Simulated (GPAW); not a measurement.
**Dielectric function and optical constants of ZnS**

Wanted: where ZnS starts to absorb, how strongly, and its refractive index. The cell comes from an older database entry, whose edges can differ from later determinations, mostly by under a per cent.

Method: DFT, PBE, plane-wave PAW (GPAW data sets), scalar-relativistic, RPA, optical limit, in GPAW 26.7.0.

The database entry behind the starting cell differs from later determinations by our own check (about 0.1 % short), so it need not match the best structure at ambient conditions.

## (1) Starting point

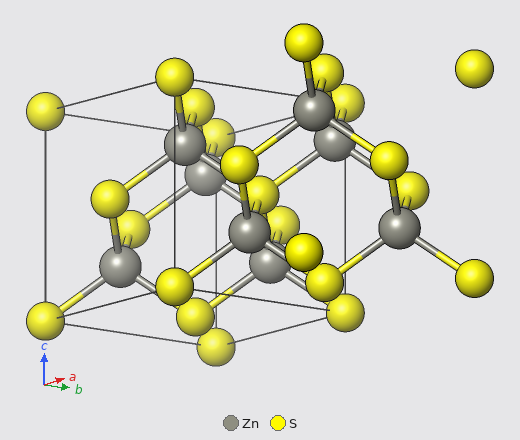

The cell as given, from a free direction (zinc grey, sulfur yellow). 2×1×1 cells are drawn. This picture shows the conventional cell, with its axes. Bonds to atoms that aren't drawn are left out. Some periodic images of atoms are drawn too.

## (2) Ground state

First the ground state: is it a metal or has it a gap?

This step: DFT, PBE, plane-wave PAW (GPAW data sets), scalar-relativistic, ground state (GPAW 26.7.0).

gs.py

```python
from ase import Atoms
from ase.dft.bandgap import bandgap
from gpaw import GPAW, PW, FermiDirac

atoms = Atoms(['Zn', 'S'],
              cell=[[0.000000000000, 2.702000000000, 2.702000000000],
                    [2.702000000000, 0.000000000000, 2.702000000000],
                    [2.702000000000, 2.702000000000, 0.000000000000]],
              scaled_positions=[[0.750000000000, 0.750000000000, 0.750000000000],
                                [0.000000000000, 0.000000000000, 0.000000000000]],
              pbc=[True, True, True])
atoms.calc = GPAW(mode=PW(500), xc='PBE', kpts={'size': (7, 7, 7), 'gamma': True},
                  occupations=FermiDirac(0.05), maxiter=150, txt='gs.txt')
print('energy (eV)', atoms.get_potential_energy())
print('Fermi level (eV)', atoms.calc.get_fermi_level())
print('valence electrons', atoms.calc.get_number_of_electrons())
print('gap (eV)', bandgap(atoms.calc, output=None)[0])
print('direct gap (eV)', bandgap(atoms.calc, direct=True, output=None)[0])
atoms.calc.write('gs.gpw')
```

On the command line:

```sh
$ OMP_NUM_THREADS=1 python gs.py
```

Numbers of over 12 decimals in the logs are rounded to 6 here.

What it wrote:

```text
__  _  _
 | _ |_)|_||  |
 |__||  | ||/\| - 26.7.0

Versions:
  Python: 3.12.14
  ASE:    3.29.0
  Numpy:  2.5.5
  Scipy:  1.18.1
  Libxc:  7.0.0

Input parameters:
  mode=PW(ecut=500.0),
  kpts=MonkhorstPack(size=(7, 7, 7), gamma=True),
  maxiter=150,
  occupations=Occupations(name='fermi-dirac', width=0.05, fixmagmom=False),
  xc=XC(name='PBE')

Diagonalizing LCAO Hamiltonian
Converting LCAO to pw mode

                    Zn

       S

Atoms  # Å, Bohr magnetons
|   | symbol |        x |        y |        z |    initial magnetic moments |
| 0 |     Zn | 4.053000 | 4.053000 | 4.053000 | ( 0.0000,  0.0000,  0.0000) |
| 1 |      S | 0.000000 | 0.000000 | 0.000000 | ( 0.0000,  0.0000,  0.0000) |

Unit cell  # Å
| periodic |        x |        y |        z |  lengths |    angles |
|      yes | 0.000000 | 2.702000 | 2.702000 | 3.821205 | 60.000000 |
|      yes | 2.702000 | 0.000000 | 2.702000 | 3.821205 | 60.000000 |
|      yes | 2.702000 | 2.702000 | 0.000000 | 3.821205 | 60.000000 |

Number of symmetries: 24
Symmetry operations  # r_c * U_cc + t_c -> r_c
|    | kind |            matrix            |
|  0 |  E   |  1, 0, 0,  0, 1, 0,  0, 0, 1 |
|  1 |  σ   |  1, 0, 0,  0, 0, 1,  0, 1, 0 |
|  2 |  σ   |  1, 0,-1,  0, 1,-1,  0, 0,-1 |
|  3 |  C3  |  1, 0,-1,  0, 0,-1,  0, 1,-1 |
|  4 |  C3  |  1,-1, 0,  0,-1, 1,  0,-1, 0 |
|  5 |  σ   |  1,-1, 0,  0,-1, 0,  0,-1, 1 |
|  6 |  σ   |  0, 1, 0,  1, 0, 0,  0, 0, 1 |
|  7 |  C3  |  0, 1, 0,  0, 0, 1,  1, 0, 0 |
|  8 |  C2  |  0, 1,-1,  1, 0,-1,  0, 0,-1 |
|  9 |  S4  |  0, 1,-1,  0, 0,-1,  1, 0,-1 |
| 10 |  C3  |  0, 0, 1,  1, 0, 0,  0, 1, 0 |
| 11 |  σ   |  0, 0, 1,  0, 1, 0,  1, 0, 0 |
| 12 |  S4  |  0, 0,-1,  1, 0,-1,  0, 1,-1 |
| 13 |  C3  |  0, 0,-1,  0, 1,-1,  1, 0,-1 |
| 14 |  S4  |  0,-1, 1,  1,-1, 0,  0,-1, 0 |
| 15 |  C2  |  0,-1, 1,  0,-1, 0,  1,-1, 0 |
| 16 |  C3  |  0,-1, 0,  1,-1, 0,  0,-1, 1 |
| 17 |  S4  |  0,-1, 0,  0,-1, 1,  1,-1, 0 |
| 18 |  S4  | -1, 1, 0, -1, 0, 1, -1, 0, 0 |
| 19 |  C3  | -1, 1, 0, -1, 0, 0, -1, 0, 1 |
| 20 |  C3  | -1, 0, 1, -1, 1, 0, -1, 0, 0 |
| 21 |  S4  | -1, 0, 1, -1, 0, 0, -1, 1, 0 |
| 22 |  σ   | -1, 0, 0, -1, 1, 0, -1, 0, 1 |
| 23 |  C2  | -1, 0, 0, -1, 0, 1, -1, 1, 0 |

BZ-sampling:
  Number of BZ points: 343
  Number of IBZ points: 20

  Monkhorst-Pack size: [7, 7, 7]
  Monkhorst-Pack shift: [0, 0, 0]

K-points  # in reciprocal-cell coordinates
|     |                                coordinates |     weight |
|   0 | (  0.00000000,   0.00000000,   0.00000000) | 0.00291545 |
|   1 | (  0.14285714,   0.14285714,   0.00000000) | 0.01749271 |
|   2 | (  0.14285714,   0.14285714,   0.14285714) | 0.02332362 |
|   3 | (  0.28571429,   0.14285714,   0.14285714) | 0.03498542 |
|   4 | (  0.28571429,   0.28571429,   0.00000000) | 0.01749271 |
|   5 | (  0.28571429,   0.28571429,   0.14285714) | 0.06997085 |
|   6 | (  0.28571429,   0.28571429,   0.28571429) | 0.02332362 |
|   7 | (  0.42857143,  -0.28571429,  -0.28571429) | 0.03498542 |
|   8 | (  0.42857143,   0.28571429,  -0.42857143) | 0.13994169 |
|   9 | (  0.42857143,   0.28571429,  -0.28571429) | 0.06997085 |
| ... |                                            |            |
|  19 | (  0.42857143,   0.42857143,   0.42857143) | 0.02332362 |

Plane wave coefficients: 1011
Cutoff: 500.0 eV

Spin-components: 1 (collinear spins)
Bands:           13
Projectors:      11
Spin-degeneracy: 2
Datatype:        complex128

Parallelization:
  kpt:    1
  domain: 1
  band:   1

Density:
  Valence electrons: 18.0
  Components: 1
  Grid points: [20 20 20]
  Charge: 0.0  # |e|

Potential:
  Grid points: [20 20 20]

species:
  Zn:
    name:    Zinc
    id:
    Z:       30.0
    valence: 12
    core:    18
    charge:  0.0  # [|e|]
    compensation charges:
      type: gauss
      rc: 0.37  # [Å]
      lmax: 2
    cutoffs:
      filter: 2.14  # [Å]
      core: 2.28  # [Å]
    projectors
    | kind |    occ | energy [eV] | rcut [Å] |
    |   4s |  2.000 |      -5.977 |    1.286 |
    |   4p |  0.000 |      -1.117 |    1.270 |
    |   3d | 10.000 |     -10.142 |    1.180 |
    |    s |        |      21.234 |    1.286 |
    |    p |        |      26.095 |    1.270 |
    |    d |        |      17.070 |    1.180 |

    Using partial waves for Zn as LCAO basis

  S:
    name:    Sulfur
    id:
    Z:       16.0
    valence: 6
    core:    10
    charge:  0.0  # [|e|]
    compensation charges:
      type: gauss
      rc: 0.24  # [Å]
      lmax: 2
    cutoffs:
      filter: 1.77  # [Å]
      core: 1.66  # [Å]
    projectors
    | kind |    occ | energy [eV] | rcut [Å] |
    |   3s |  2.000 |     -17.254 |    0.974 |
    |   3p |  4.000 |      -7.008 |    0.979 |
    |    s |        |       9.957 |    0.974 |
    |    p |        |      20.203 |    0.979 |
    |    d |        |       0.000 |    0.900 |

    Using partial waves for S as LCAO basis

Reference energy: -59718.946550  # eV

eigensolver:
  PPCG
  Converge bands: occupied
  niter=2

density mixing:
  MSR1-Mixer
  Pratt-step length: 0.05
  Maximum mixing coefficient: 0.75
  Old densities: 10
  SVD Regularization: 0.005
  Good broyden scale: 1.0
  Trust region scale: 1.0
  Backstep threshold: 4.0
  History deletion threshold: 6.0
  Fourier metric: weight=20.0, sigma=0.015

occupation numbers:
  Fermi-Dirac:
    width: 0.0500  # eV

poisson solver:
  ecut: 4000.0  # eV

xc functional:
  name: PBE with 2 nearest neighbor stencil

convergence criteria:
- Maximum [total energy] change in last 3 cyles: 0.0005 eV / valence electron
- Maximum integral of absolute [dens]ity change: 0.0001 electrons / valence electron
- Maximum integral of absolute [eigenst]ate change: 4e-08 eV^2 / valence electron
maximum number of iterations: 150

SCF iterations
|iter     |      energy | eigst |  dens |
|iter:   1||   -7.268866 | +0.38 |       |
|iter:   2||   -7.197794 | -0.75 | -1.18 |
|iter:   3||   -6.913783 | -1.20 | -1.23 |
|iter:   4||   -6.913721 | -2.25 | -1.79 |
|iter:   5||   -6.915284c| -3.30 | -2.22 |
|iter:   6||   -6.915181c| -3.77 | -2.79 |
|iter:   7||   -6.915210c| -4.39 | -3.46 |
|iter:   8||   -6.915218c| -4.99 | -3.79 |
|iter:   9||   -6.915218c| -7.50c| -4.83c|

Converged in 9 steps
SCF loop duration: 5.879 s (0.653 s/step)
Energy contributions relative to reference atoms: (reference = -59718.946550)

Energy contributions:
  Kinetic:          11.044097
  Coulomb:          -9.336289
  Zero:              0.029279
  External:          0.000000
  Xc:               -8.652305
  Entropy:          -0.000000
  Spinorbit:         0.000000
  ----------------------------
  Free energy:      -6.915218
  Extrapolated:     -6.915218

dipole moment: (-14.581142, -14.581142, -14.581142)  # |e|*Ang

Fermi level: 4.698
Eigenvalues  # (at kpt = [0.000, 0.000, 0.000])
| band index |      eig [eV] | occ [0-2] |
|          0 |        -9.385 |     2.000 |
|          1 |        -2.562 |     2.000 |
|          2 |        -2.562 |     2.000 |
|          3 |        -2.562 |     2.000 |
|          4 |        -2.068 |     2.000 |
|          5 |        -2.068 |     2.000 |
|          6 |         3.753 |     2.000 |
|          7 |         3.753 |     2.000 |
|          8 |         3.753 |     2.000 |
|          9 |         5.858 |     0.000 |
|         10 |        10.123 |     0.000 |
|         11 |        10.123 |     0.000 |
|         12 |        10.123 |     0.000 |

Gap: 2.105 eV
Transition (v -> c):
  (s=0, k=0, n=8, [0.00, 0.00, 0.00]) -> (s=0, k=0, n=9, [0.00, 0.00, 0.00])
No difference between direct/indirect transitions

--- standard output ---
energy (eV) -6.915218
Fermi level (eV) 4.697778
valence electrons 18.0
gap (eV) 2.105289
direct gap (eV) 2.105289
```

Elapsed: 7.9 s, on 1 thread of Arm Neoverse N1, shared host; peak memory 0.13 GiB.

Read-outs, printed or worked out from the files:

```
energy                 : -6.915 eV
Fermi energy           : 4.698 eV
gap on the k-mesh      : 2.105 eV
direct gap on the mesh : 2.105 eV
electrons              : 18
```

There is a gap, 2.11 eV on this mesh (points off the mesh can give less), so no carriers' term is needed.

## (3) Bands for the response

The response needs many more empty bands than the density does.

This step: DFT, PBE, plane-wave PAW (GPAW data sets), scalar-relativistic, bands at fixed density (GPAW 26.7.0).

nscf.py

```python
from ase.dft.bandgap import bandgap
from gpaw import GPAW, FermiDirac

calc = GPAW('gs.gpw').fixed_density(kpts={'size': (11, 11, 11), 'gamma': True}, nbands=36, convergence={'bands': 30},
                                    occupations=FermiDirac(0.001), txt='nscf.txt')
print('gap (eV)', bandgap(calc, output=None)[0])
print('direct gap (eV)', bandgap(calc, direct=True, output=None)[0])
print('top band over the Fermi level (eV)', min(calc.get_eigenvalues(kpt=k)[29] for k in range(len(calc.get_ibz_k_points()))) - calc.get_fermi_level())
calc.write('full.gpw', mode='all')
```

On the command line:

```sh
$ OMP_NUM_THREADS=1 python nscf.py
```

What it wrote:

```text
Diagonalizing LCAO Hamiltonian
Converting LCAO to pw mode
convergence criteria:
- Maximum integral of absolute [eigenst]ate change: 4e-08 eV^2 / valence electron
maximum number of iterations: 150

SCF iterations
|iter     |      energy | eigst |  dens |
|iter:   1||             | +3.32 |       |
|iter:   2||             | +2.07 |       |
|iter:   3||             | +0.61 |       |
|iter:   4||             | -0.51 |       |
|iter:   5||             | -1.35 |       |
|iter:   6||             | -2.09 |       |
|iter:   7||             | -2.94 |       |
|iter:   8||             | -3.69 |       |
|iter:   9||             | -4.56 |       |
|iter:  10||             | -5.37 |       |
|iter:  11||             | -6.14 |       |
|iter:  12||             | -6.84 |       |
|iter:  13||             | -7.42c|       |
SCF steps: 13
  __  _  _
 | _ |_)|_||  |
 |__||  | ||/\| - 26.7.0

Versions:
  Python: 3.12.14
  ASE:    3.29.0
  Numpy:  2.5.5
  Scipy:  1.18.1
  Libxc:  7.0.0

Input parameters:
  mode=PW(ecut=500.0),
  convergence={'bands': 30},
  gpts=array([20, 20, 20]),
  kpts=MonkhorstPack(size=(11, 11, 11), gamma=True),
  maxiter=150,
  nbands=36,
  occupations=Occupations(name='fermi-dirac', width=0.001, fixmagmom=False),
  parallel={},
  xc=XC(name='PBE')

--- standard output ---
gap (eV) 2.105289
direct gap (eV) 2.105289
top band over the Fermi level (eV) 30.060649
```

Wall time 57 s (1 thread); peak memory 0.18 GiB.

## (4) Dielectric function, RPA

Local fields let the induced charge screen the field inside the cell, which as a rule lowers ε, most along directions where the density is uneven.

This step: DFT, PBE, plane-wave PAW (GPAW data sets), scalar-relativistic, RPA, optical limit (GPAW 26.7.0).

df.py

```python
from gpaw.response.df import DielectricFunction

df = DielectricFunction('full.gpw', frequencies={'type': 'nonlinear', 'domega0': 0.03, 'omega2': 8},
                        ecut=60,
                        eta=0.2,
                        nbands=30,
                        txt='df.txt')
for direction in ['x']:
    df.get_dielectric_function(xc='RPA', direction=direction, filename=f'df_{direction}.csv')
```

On the command line:

```sh
$ OMP_NUM_THREADS=1 python df.py
```

What it wrote:

```text
Using integrator: PointIntegrator
NonLinearFrequencyDescriptor(from 0.000 to 47.611 eV, 459 points)
Nonperiodic BCs:  [False False False]
Using integrator: PointIntegrator
NonLinearFrequencyDescriptor(from 0.000 to 47.611 eV, 459 points)
Nonperiodic BCs:  [False False False]

Calculating chi0 body with:
    Ground state adapter containing:
    Number of spins: 1
    Number of kpoints: 1331
    Number of irreducible kpoints: 56
    Number of completely occupied states: 9
    Number of partially occupied states: 9

    Linear response parametrization:
    q_c: [0.0, 0.0, 0.0]
    Number of frequency points: 459
    Planewave cutoff: 60.0
    Number of bands: 30
    Number of planewaves: 51
    Broadening (eta): 0.2

Integrating chi0 body.

Symmetries of q_c:
    Direct symmetries (Uq -> q): 24
    Indirect symmetries (TUq -> q): 24
In total 48 allowed symmetries.

56 groups of equivalent kpoints. 95.792637% reduction.

Integral kind: spectral function

Calculating chi0 optical extensions with:
    Ground state adapter containing:
    Number of spins: 1
    Number of kpoints: 1331
    Number of irreducible kpoints: 56
    Number of completely occupied states: 9
    Number of partially occupied states: 9

    Linear response parametrization:
    Number of frequency points: 459
    Planewave cutoff: 60.0
    Number of bands: 30
    Number of planewaves: 51
    Broadening (eta): 0.2
Integrating chi0 head and wings.

Symmetries of q_c:
    Direct symmetries (Uq -> q): 24
    Indirect symmetries (TUq -> q): 24
In total 48 allowed symmetries.

56 groups of equivalent kpoints. 95.792637% reduction.

Integral kind: spectral function wings
```

It took 9.2 s on 1 thread; peak memory 0.27 GiB.

This step gave:

| Property | Result |
| --- | --- |
| electronic dielectric constant ε∞, mean over x, y and z (by symmetry where fewer were run) | 5.594 |
| main peak of Im epsilon, first axis | 5.972 eV |

Values under the direct gap are tails of Lorentzian lines. Table of Im ε, E ∥ x by photon energy; read off at these points:

```csv
photon energy (eV),"Im ε, E ∥ x"
0.0,0
1.0,0.0770
2.0,0.479
3.0,1.33
4.0,4.09
4.7,6.00
5.0,5.05
6.0,9.28
7.0,4.89
8.0,5.95
9.0,3.59
10.0,2.38
11.0,2.17
12.0,1.64
13.0,1.35
14.0,1.14
15.0,0.689
16.0,0.587
17.0,0.432
18.0,0.469
19.0,0.457
20.0,0.418
21.0,0.374
```

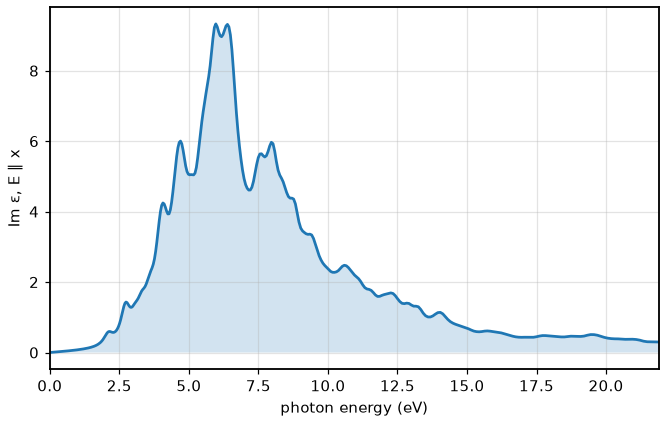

Im ε, E ∥ x, plotted against photon energy.

The Re ε, E ∥ x by photon energy:

```csv
photon energy (eV),"Re ε, E ∥ x"
0,5.59
2,6.47
4,7.85
6,3.93
8,-0.200
10,-0.975
12,-0.513
14,-0.395
16,-0.0694
18,0.235
20,0.269
```

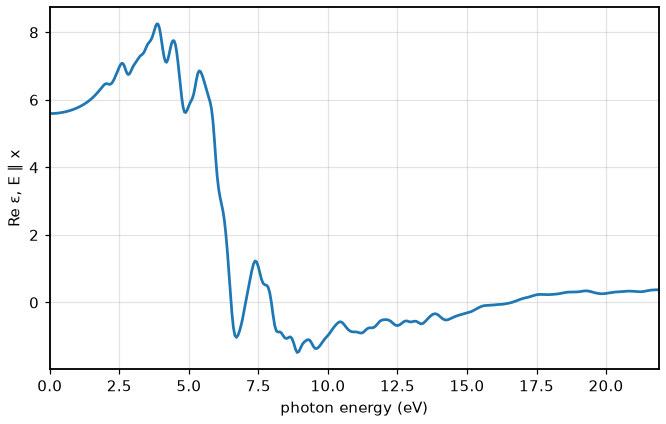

Re ε, E ∥ x, plotted against photon energy.

Refractive index n and extinction k against photon energy:

```csv
photon energy (eV),n,k
0,2.37,0
2,2.55,0.0942
4,2.89,0.707
6,2.65,1.75
8,1.70,1.75
10,0.893,1.33
12,0.776,1.06
14,0.636,0.894
16,0.511,0.575
18,0.616,0.381
20,0.619,0.338
```

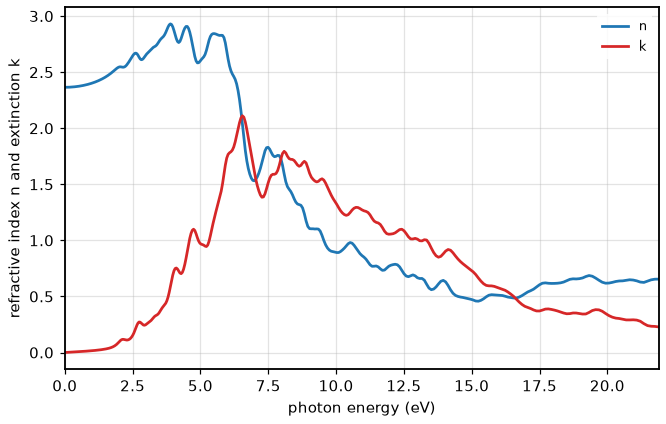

Refractive index n and extinction k against photon energy.

The reflectivity at normal incidence, E ∥ x has structure finer than the step of the table below, so its rows give means over 1 eV, whole bins alone (the curve runs from 0 to 21.9 eV). Peaks (eV: height): 6.6: 40.6, 8.9: 38.1, 11.3: 33.2, 13.4: 32.9, 14.4: 32.5.

Table of reflectivity at normal incidence, E ∥ x by photon energy; means over each step:

```csv
photon energy (eV),"reflectivity at normal incidence, E ∥ x (%)"
1,17.0
2,18.9
3,21.3
4,25.1
5,26.9
6,34.6
7,32.7
8,33.4
9,35.9
10,32.9
11,31.6
12,29.1
13,30.4
14,29.3
15,29.4
16,22.0
17,15.9
18,10.3
19,8.18
20,9.01
21,7.61
```

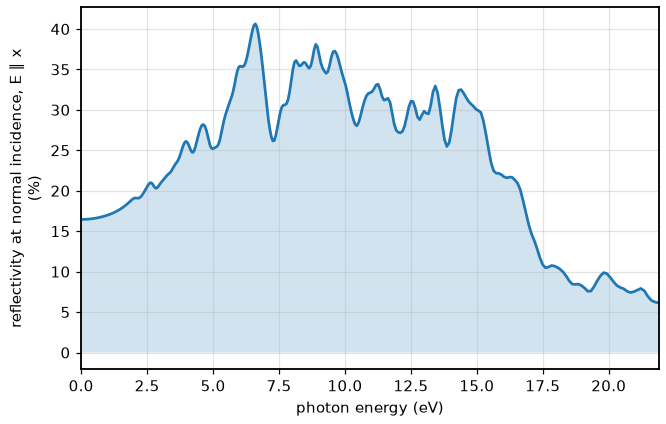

Reflectivity at normal incidence, E ∥ x, plotted against photon energy.

The loss function −Im 1/ε at q → 0, E ∥ x has structure finer than the step of the table below, so its rows give means over 1 eV, whole bins alone (the curve runs from 0 to 21.9 eV). Peaks (eV: height): 16.9: 2.24, 19.9: 1.70.

Values under the direct gap are tails of Lorentzian lines. Table of loss function −Im 1/ε at q → 0, E ∥ x by energy loss; means over each step:

```csv
energy loss (eV),"loss function −Im 1/ε at q → 0, E ∥ x"
1,0.00241
2,0.0102
3,0.0274
4,0.0482
5,0.0779
6,0.0913
7,0.177
8,0.181
9,0.241
10,0.352
11,0.407
12,0.532
13,0.629
14,0.820
15,1.25
16,1.72
17,2.08
18,1.69
19,1.46
20,1.60
21,1.51
```

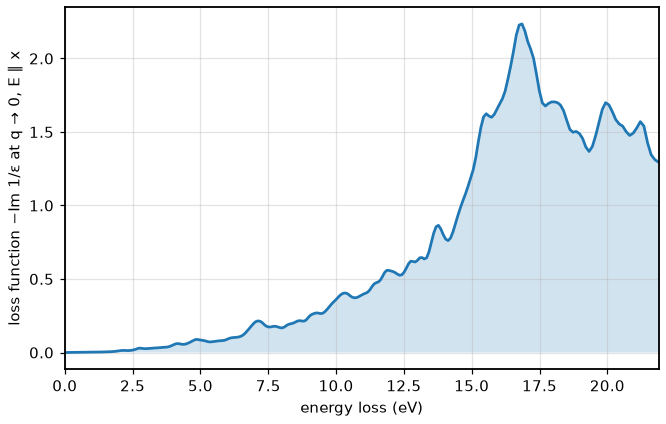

Loss function −Im 1/ε at q → 0, E ∥ x, plotted against energy loss.

At chosen wavelengths:

```csv
wavelength (nm),n,k,R (%),1/α
1550,2.39,0.012,16.8,10 µm
1064,2.42,0.020,17.2,4.3 µm
633,2.54,0.084,19.0,602 nm
532,2.58,0.113,19.6,375 nm
450,2.63,0.271,20.6,132 nm
248,2.60,0.971,25.2,20 nm
193,2.28,2.032,38.8,7.6 nm
```

Below the direct gap, k and the depth come from the tails of the Lorentzian lines, not from transitions.

Rows near the edge hang on the gap, which this functional as a rule makes too small, and phonon-assisted absorption is left out.

## (5) Outcome

| Quantity | Value |
| --- | --- |
| electronic dielectric constant ε∞, mean over x, y and z (by symmetry where fewer were run) (RPA) | 5.59 |
| main peak of Im epsilon, first axis | 5.97 eV |

What this shows: At this level (PBE, RPA) ZnS has ε∞ = 5.59 and n = 2.39 at 1550 nm, and Im ε peaks at 6.0 eV. On the mesh the gap is 2.11 eV and the least direct gap 2.11 eV. Local fields change the static value along x from 6.27 to 5.59 (-11 %). Distinct maxima of Im ε, read by a parabola through the highest points, lie at 4.69 eV (6.0), 5.97 eV (9.3) and 7.98 eV (6.0). Excitons and phonon-assisted transitions are missing; PBE gaps are as a rule too small, which pulls the onset down and ε∞ up. The sum runs over mesh points, so small or evenly spaced maxima can still be ripples of the mesh. In this version of GPAW the matrix elements of the optical limit are incomplete, which can lower ε − 1 by up to a tenth where first-row anions or d states rule, and shift it by more in d metals.

[Machine, clock and banner lines and Python warnings are left out of the logs.]

[Logs are printed without paths, hosts, clocks, repeated set-up lines and the standing remarks that a program may print on its own settings, such as how far it seeks lower states.]

[Hosts, paths, dates, database ids (printed as entryN), source tags and the programs' standing remarks are cut or masked in the printed files.]
